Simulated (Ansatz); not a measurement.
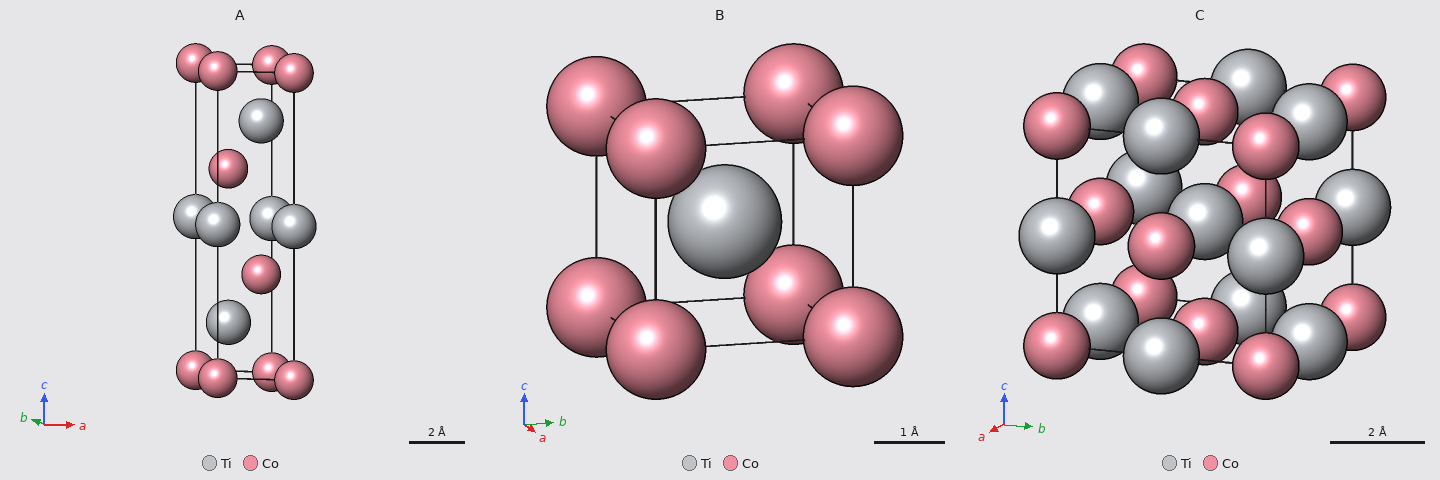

Three structures of TiCo, each relaxed to rest (conventional cells in solid outline, small ones repeated, each panel with its own scale). Method: DFT PBE, scalar-relativistic, plane waves, PAW (Ansatz 0.2.0), without spin polarisation (spin-restricted runs, not always the ground states).

Give the type and space group of each panel.

Answer. A: 6 atoms a cell on a rhombohedral (trigonal R) lattice, R-3m; B: caesium chloride (CsCl, B2) type, Pm-3m; C: rock salt (NaCl type), Fm-3m.

Rank them by energy, lowest first.

Answer. B, then A (+301 meV/atom) and C (+459 meV/atom), energies at zero smearing.

Collect the results in a table.

Answer.
| panel | structure | E − E(lowest) (meV/atom) | volume (Å³/atom) | gap (eV) |
| --- | --- | --- | --- | --- |
| B | Pm-3m | 0 | 13.1 | metal |
| A | R-3m | 301 | 13.6 | metal |
| C | Fm-3m | 459 | 14.3 | metal |

Some of these may be structure types tried for this composition rather than known phases, and the most stable form need not be among them. Gaps are taken on the k-mesh or band path of each run.
